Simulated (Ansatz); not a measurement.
# MoS2 (layered bulk) (P6_3/mmc): band gap by G0W0 on PBEsol

How far does one-shot GW move the PBEsol gap of MoS2 (layered bulk) (P6_3/mmc)?

Program: Ansatz 0.2.0. Level of theory: PBEsol, then G0W0 on it, plane waves, PAW. Results are calculated unless marked as measured.

**What was measured.**

- Gap 1.87 eV: direct gap at K (A transition); photoreflectance; 295 K; bulk crystal (commercial Bridgman-grown bulk crystal) (“Photoacoustic and modulated reflectance studies of indirect and direct band gap in van der Waals crystals”, 2017, pmc:5684221).

- Gap 1.32 eV: optical gap from UV-Vis absorption; UV-Vis absorption, Tauc plot; powder (hydrothermal flower-like powder) (“Highly Selective NH3 Sensor Based on MoS2/WS2 Heterojunction”, 2023, pmc:10305116).

- Gap 1.3 eV: indirect gap emission from PL; photoluminescence, 532 nm excitation; 300 K; bulk crystal (natural single crystal) (“Multiwavelength excitation Raman Scattering Analysis of bulk and 2 dimensional MoS2: Vibrational properties of atomically thin MoS2 layers”, 2015, arxiv:1506.03228).

## 1. The structure

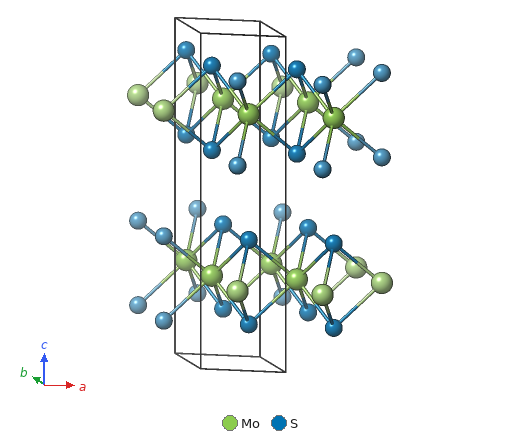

Start, viewed slightly off an axis; molybdenum green, sulfur blue. 2×2×1 cells are drawn. Some periodic images of atoms are drawn too.

The start is a generated structure, not a measured one.

The logs state that the PAW files were generated under PBE.

## 2. Relaxation

The structure is relaxed first.

This step: DFT, PBEsol-D3(BJ), plane waves, PAW; PAW set soft_1.

Contents of input.yaml:

```yaml
crystal:
  lattice:
    - [3.185, 0.0, 0.0]
    - [-1.5925, 2.7582909111, 0.0]
    - [0.0, 0.0, 12.4800000017]
  atoms:
    - { symbol: Mo, position: [0.3333333333, 0.6666666667, 0.25] }
    - { symbol: S, position: [0.6666666667, 0.3333333333, 0.3758012821] }
    - { symbol: S, position: [0.6666666667, 0.3333333333, 0.1241987179] }
    - { symbol: Mo, position: [0.6666666667, 0.3333333333, 0.75] }
    - { symbol: S, position: [0.3333333333, 0.6666666667, 0.8758012821] }
    - { symbol: S, position: [0.3333333333, 0.6666666667, 0.6241987179] }
kpoints:
  mp_grid: { grid: [9, 9, 2] }
hamiltonian:
  xc: pbesol
  dispersion: d3bj
  pseudopotentials: { kind: paw, azcp: { folder: soft_1 }, xc_functional: pbe }
scf:
  occupations: { method: fermi_dirac, width: 0.02 }
relax:
  f_tol: 0.01
  max_steps: 100
  cell: {}
```

On the command line:

```console
ansatz run input.yaml --threads 2 --pin off --max-ram 92160MiB --backend cuda --events-out ev --progress --plain --runs-dir out --devices 1 --max-vram 13GiB
```

Numbers of over 12 decimals in the logs are rounded to 6 here.

What it wrote:

```text
GPUs: using 1 of 1 available (devices: 1).
Engine: ansatz 0.2.0, x86_64-unknown-linux-gnu
Pseudopotentials: kind: paw
Pseudopotential: Mo, paw, valence charge 14, recommended cutoff 420 eV (normal), soft_1/Mo.paw.azcp
Pseudopotential: S, paw, valence charge 6, recommended cutoff 420 eV (normal), soft_1/S.paw.azcp
Functional definition: PBEsol
  exchange = pbesol_x
  correlation = pbesol_c
device memory: the entry about to start is reckoned to put 1.3 GiB on a device that reports 57.7 GiB free (of which the cap on the GPU budget leaves the run 13.0 GiB)
GPU FFT provider: cuFFT
GPU libraries: cuBLAS 13.8.2, cuFFT 12.4.0, cuSOLVER 12.3.4
Crystal: 6 atoms, lattice volume = 109.639 Å³
Basis set: ecut = 420 eV, 2153 PW (Γ), exchange–correlation on 48×48×180 points (8 copies of the dense FFT grid, shifted against one another)
Bands: 32, of which v1, the nominal top of the filled ones, is band 26 counted from 1 (25 counted from 0)
Symmetry: 24 space group operations
Space group: P63/mmc (ITA 194), of the structure as read, at distance tolerance 4.8e-5 Å
k-points: 24 of 162
Non-local potential: Mo, projectors of the file, l = 0: 3, l = 1: 2, l = 2: 2, l = 3: 1
Non-local potential: S, projectors of the file, l = 0: 2, l = 1: 2, l = 2: 1
PAW form: soft (Blöchl's): semilocal exchange-correlation on the pseudo side does not see the compensation charge
PAW frozen core: Mo, regenerated for the run's functional, and the local potential with it (the file was generated under x = pbe(κ = 0.804, μ = 0.219515), c = pbe(β = 0.066725))
PAW frozen core: S, regenerated for the run's functional, and the local potential with it (the file was generated under x = pbe(κ = 0.804, μ = 0.219515), c = pbe(β = 0.066725))
PAW one-centre angular grid: Mo, 590 points (default); XC on 64 Gauss nodes
PAW one-centre angular grid: S, 110 points (default); XC on 64 Gauss nodes
Initial density: superposition of atomic densities (chi_scale 0.1, normalization cell, long waves kept (reshape's long-wave potential 0.08 eV rms))
Initial wavefunctions: pseudopotential atomic-orbital guess
GPU buffer pool allocated for 51840 grid points (all kernels)
GPU transforms: local potential and band sums: pruned to the plane-wave sphere, on 24×24×90
Functional: x = pbesol(κ = 0.804, μ = 0.123457), c = pbesol(β = 0.046)
SCF iter   1: F=—  HF=-13344.118505 eV  |F-HF|=—  |Δ(HF+E_count)|=         —  Δρ=6.03e-2  dr2=4.99e0  ethr=3.10e-3  ⟨swp⟩=8.8  Hψ=4256  notcnv=0
preconditioner: auto → Resta (q_TF=auto, 2.409 Å⁻¹)  ε∞=7.9  [insulator: Δε(μ)=0.854 eV  Ē_g=8.090 eV  σ=0.020 eV  W_gap=1.00  n_scr=26 (ndim 8)  ℏωp=21.3 eV  f_vac=0.003  D(μ)=0.00/eV (n_scr^D=0)  ε∞_Penn≈7.9]
SCF iter   2: F=—  HF=-13342.888485 eV  |F-HF|=—  |Δ(HF+E_count)|=    1.23e0  Δρ=3.10e-2  dr2=1.32e0  ethr=3.10e-3  ⟨swp⟩=2.5  Hψ=1462  notcnv=0
SCF iter   3: F=—  HF=-13342.491022 eV  |F-HF|=—  |Δ(HF+E_count)|=   3.97e-1  Δρ=5.20e-3  dr2=4.45e-2  ethr=2.53e-3  ⟨swp⟩=2.8  Hψ=1338  notcnv=0
SCF iter   4: F=—  HF=-13342.486020 eV  |F-HF|=—  |Δ(HF+E_count)|=   5.00e-3  Δρ=1.21e-3  dr2=2.44e-3  ethr=8.56e-5  ⟨swp⟩=2.4  Hψ=1401  notcnv=0
SCF iter   5: F=—  HF=-13342.487382 eV  |F-HF|=—  |Δ(HF+E_count)|=   1.36e-3  Δρ=4.22e-4  dr2=3.18e-4  ethr=4.69e-6  ⟨swp⟩=2.4  Hψ=1519  notcnv=0
SCF iter   6: F=—  HF=-13342.487543 eV  |F-HF|=—  |Δ(HF+E_count)|=   1.61e-4  Δρ=7.57e-5  dr2=6.85e-6  ethr=6.12e-7  ⟨swp⟩=2.2  Hψ=1208  notcnv=0
SCF iter   7: F=—  HF=-13342.487592 eV  |F-HF|=—  |Δ(HF+E_count)|=   4.95e-5  Δρ=2.33e-5  dr2=5.84e-7  ethr=1.32e-8  ⟨swp⟩=2.5  Hψ=1310  notcnv=0
SCF iter   8: F=-13342.487593 eV  HF=-13342.487593 eV  |F-HF|=1.07e-8  |Δ(HF+E_count)|=   7.79e-7  Δρ=4.69e-6  dr2=2.91e-8  ethr=1.92e-10  ⟨swp⟩=5.9  Hψ=3098  notcnv=0
SCF 1 converged in 8 iterations: F = -13342.487593 eV  dr2 = 2.91e-8
  greatest PAW one-centre occupation: 0.999 electrons in one spin orbital (limit 2), on the Mo atom at site 0 (counted from 0), in its partial waves of l = 0
relax step   1: F+E_penalty+E_count = -13342.48759318 eV  Δ(F+E_penalty+E_count) = +0.000e0 eV  max|allowed force component| = 4.661e-1 eV/Å  Δτ_max = 0.0000 Å  P = -8.058 GPa  Ω = 109.639 Å³  (8 SCF iters, dr2 threshold 1.00e-7 eV, accepted)
[...]
relax step   2: F+E_penalty+E_count = -13342.61133405 eV  Δ(F+E_penalty+E_count) = -1.237e-1 eV  max|allowed force component| = 1.693e-1 eV/Å  Δτ_max = 0.1098 Å  P = +4.004 GPa  Ω = 94.860 Å³  energy of the carried Pulay correction = +2.795e-3 eV  (8 SCF iters, dr2 threshold 6.00e-7 eV, accepted)
[...]
relax step   3: F+E_penalty+E_count = -13342.72036331 eV  Δ(F+E_penalty+E_count) = -1.090e-1 eV  max|allowed force component| = 6.302e-2 eV/Å  Δτ_max = 0.0253 Å  P = -0.755 GPa  Ω = 99.040 Å³  energy of the carried Pulay correction = +1.964e-3 eV  (7 SCF iters, dr2 threshold 6.00e-7 eV, accepted)
[...]
relax step   4: F+E_penalty+E_count = -13342.72281214 eV  Δ(F+E_penalty+E_count) = -2.449e-3 eV  max|allowed force component| = 3.731e-2 eV/Å  Δτ_max = 0.0211 Å  P = +0.014 GPa  Ω = 97.537 Å³  energy of the carried Pulay correction = +2.259e-3 eV  (7 SCF iters, dr2 threshold 6.00e-7 eV, accepted)
[...]
relax step   5: F+E_penalty+E_count = -13342.72375728 eV  Δ(F+E_penalty+E_count) = -9.451e-4 eV  max|allowed force component| = 1.520e-2 eV/Å  Δτ_max = 0.0105 Å  P = +0.080 GPa  Ω = 98.042 Å³  energy of the carried Pulay correction = +2.159e-3 eV  (6 SCF iters, dr2 threshold 1.36e-7 eV, accepted)
[...]
relax step   6: F+E_penalty+E_count = -13342.72378070 eV  Δ(F+E_penalty+E_count) = -2.341e-5 eV  max|allowed force component| = 6.573e-4 eV/Å  Δτ_max = 0.0009 Å  P = +0.005 GPa  Ω = 98.037 Å³  energy of the carried Pulay correction = +2.161e-3 eV  (6 SCF iters, dr2 threshold 4.13e-8 eV, accepted)
[...]
relax step   7: F+E_penalty+E_count = -13342.72177924 eV  Δ(F+E_penalty+E_count) = +2.001e-3 eV  max|allowed force component| = 1.034e-3 eV/Å  Δτ_max = 0.0000 Å  P = +0.002 GPa  Ω = 98.037 Å³  stress off target by 3.34e-3 GPa  SCF on the basis re-selected at this cell (its energy is not comparable with the rows above)  (6 SCF iters)
basis re-selected at this cell: Δ(F+E_penalty+E_count) = +2.001e-3 eV, ΔP = -0.003 GPa vs the last step (what re-selecting the basis moved, of the pressure what is left beyond the Pulay correction that the steps carried, after the strain that the cell walked since its last selection, with what the two solves' SCF thresholds leave and, on support functions, any second-order correction that the steps lacked; it is no measure of the basis error at this ecutwfc). The dense FFT grid was sized anew with the basis: this SCF ran on 24×24×80 points, the steps before it on 24×24×90, so part of this shift can come from that change (see relax.cell in the input reference). [rest of the remark cut]
SCF converged after 6 iterations
Free energy (F): -13342.721779 eV
Harris-Foulkes:  -13342.721779 eV  (|F-HF|=0.00e0)
Internal energy: -13342.721779 eV  (E = F + TS)
E sigma→0 (E₀):  -13342.721779 eV
Fermi energy:    12.784238 eV
--- Per-component energies (eV) ---
  E_band       = -242.614818
  E_kinetic    = 1274.542384
  E_local      = -3502.082234  (includes V_loc(G=0)·N_el)
  E_nonlocal   = 438.685335
  E_hartree    = 1340.051505
  E_xc         = -706.195493
  E_vxc        = -773.772009  (∫ρ·V_xc dr)
  E_paw        = -8677.562090  (= ΣΔE_a)
  E_vpaw       = -360.091421  (= ΣTr[D̂ρ^β])
  E_aug_tail   = 0.000081  (compensation charges beyond the density's cutoff)
  E_ewald      = -3508.412939
  E_disp       = -2.414727  (pairwise vdW)
  E_core_change = 0.666397  (= ΣΔE_core)
  E_smearing   = -0.000000  (= −TS)
  E_closure    = -0.000000  (closes the sum)
  Σ components = -13342.721779   (vs F -13342.721779, Δ=0.00e0)
--- Forces (eV/Å), atoms counted from 1 ---
  atom   1  Mo    -0.00000000    -0.00000000    -0.00000000
  atom   2  S     -0.00000000    -0.00000000     0.00103448
  atom   3  S      0.00000000    -0.00000000    -0.00103448
  atom   4  Mo    -0.00000000     0.00000000     0.00000000
  atom   5  S     -0.00000000     0.00000000     0.00103448
  atom   6  S      0.00000000     0.00000000    -0.00103448
  max |Σ_I F_I| component: 7.52e-18 eV/Å
--- Stress (GPa, compression-positive) ---
        0.001119      -0.000000       0.000000
        0.000000       0.001119       0.000000
        0.000000       0.000000       0.003338
  P = ⅓ Tr σ = 0.0019 GPa (0.019 kbar)
--- Band table (eV; the first three rows and the last of 24) ---
  k-point 0: bands = [... 22 lower, 10.2263, 10.8889, 11.5243, 12.4875, 14.5216, 14.5216, 14.5705, 14.5705, ... 2 higher]
  k-point 1: bands = [... 22 lower, 10.1803, 10.1803, 12.2274, 12.2274, 14.5180, 14.5180, 14.5180, 14.5180, ... 2 higher]
  k-point 2: bands = [... 22 lower, 10.2841, 10.9336, 11.5600, 11.9998, 14.3352, 14.3451, 14.3833, 14.4688, ... 2 higher]
  k-point 23: bands = [... 22 lower, 9.3198, 9.3198, 11.5587, 11.5587, 13.5355, 13.5355, 14.4728, 14.4728, ... 2 higher]
--- Relaxed structure (6 steps of the walk, 6 accepted, 1 SCFs on fresh bases) ---
  F+E_penalty+E_count = -13342.72177924 eV   max|allowed force component| = 1.034e-3 eV/Å   (the final SCF, on the basis selected at the relaxed cell)
  cell:  # Å, volume = 98.0367 Å³
    - [3.109058, 0, 0]
    - [-1.554529, 2.692523, 0]
    - [0, 0, 11.711166]
  atoms:
    - { symbol: Mo, position: [0.333333, 0.666667, 0.250000] }
    - { symbol: S, position: [0.666667, 0.333333, 0.383485] }
    - { symbol: S, position: [0.666667, 0.333333, 0.116515] }
    - { symbol: Mo, position: [0.666667, 0.333333, 0.750000] }
    - { symbol: S, position: [0.333333, 0.666667, 0.883485] }
    - { symbol: S, position: [0.333333, 0.666667, 0.616515] }
```

It took 8.1 s on 1 × NVIDIA H100 80GB HBM3 (shared by 6 runs) with 2 threads of AMD EPYC 7R13 (Zen 3), shared host; peak memory 0.99 GiB.

Step by step:

```
step  energy less that of the first step (eV)  largest force component (eV/Å)  pressure (GPa)  volume (Å³)
   1                                   0.0000                          0.4661           -8.06       109.64
   2                                  -0.1237                          0.1693            4.00        94.86
   3                                  -0.2328                          0.0630           -0.76        99.04
   4                                  -0.2352                          0.0373            0.01        97.54
   5                                  -0.2362                          0.0152            0.08        98.04
   6                                  -0.2362                          0.0007            0.00        98.04
  7*                                  -0.2342                          0.0010            0.00        98.04
```

Relaxation steps marked * repeat the geometry before them on a plane-wave basis chosen anew for their cell, so energy and pressure can jump there.

Forces are held to the 24 operations that the run works with; a distortion that breaks them can't arise in this run.

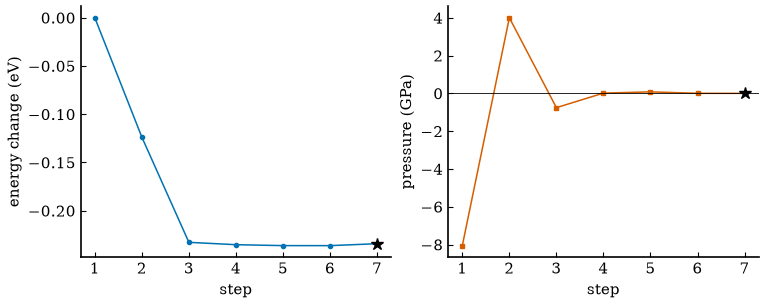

Energy and pressure along the relaxation. Stars mark steps on a basis chosen anew.

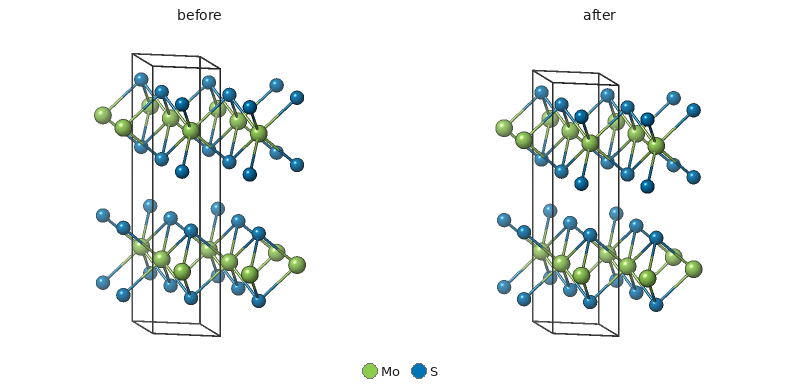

Before and after, at one scale.

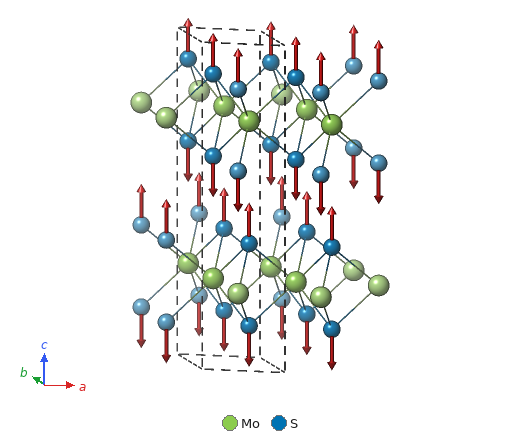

Displacements in the relaxation, exaggerated, measured against the changing cell; the longest in the cell stands for 0.09 Å. 2×2×1 cells are drawn. Some periodic images of atoms are drawn too.

```
conventional cell, symmetrised  before   after   change
                         a (Å)   3.185   3.109   -2.4 %
                         b (Å)   3.185   3.109   -2.4 %
                         c (Å)  12.480  11.711   -6.2 %
              volume (Å³/atom)   18.27   16.34  -10.6 %
```

The atoms that moved most (Å, as changes of fractional coordinates times the final cell):

```csv
atom,dx,dy,dz,length
S6,0.000,0.000,-0.090,0.090
S3,0.000,0.000,-0.090,0.090
S2,0.000,0.000,0.090,0.090
S5,0.000,0.000,0.090,0.090
```

The relaxed structure:

```xyz
6
Lattice="3.1091 0.0000 0.0000 -1.5545 2.6925 0.0000 0.0000 0.0000 11.7112" Properties=species:S:1:pos:R:3 pbc="T T T"
Mo    0.0000    1.7950    2.9278
S     1.5545    0.8975    4.4911
S     1.5545    0.8975    1.3645
Mo    1.5545    0.8975    8.7834
S     0.0000    1.7950   10.3466
S     0.0000    1.7950    7.2201
```

The program's warnings for this run: band table not solved further.

(Part 1 of 3 ends here.)

[Paths, hosts, dates, memory and timing lines, banners, echoed tables and standing remarks are left out of the program output.]

[Logs are printed without paths, hosts, clocks, repeated set-up lines and the standing remarks that a program may print on its own settings, such as how far it seeks lower states.]

[Runs of the session that timed out or met a known fault of the program may be left out.]

[Cells called generated may have been cut or substituted from an entry of the Crystallography Open Database or the Materials Project.]

[Hosts, paths, dates, database ids (printed as entryN), source tags and the programs' standing remarks are cut or masked in the printed files.]

[Where an RPA ε∞ is given, it is that of the G0W0 mesh and is not shown converged in it. Names of k-points follow the symmetry that the program found, which can be lower than the space group named. Band edges on a path are those of the sampled points; other points can move an edge, and change direct to indirect where valleys lie close.]

[Hybrid gaps are those of their k-mesh and are not shown converged in it.]
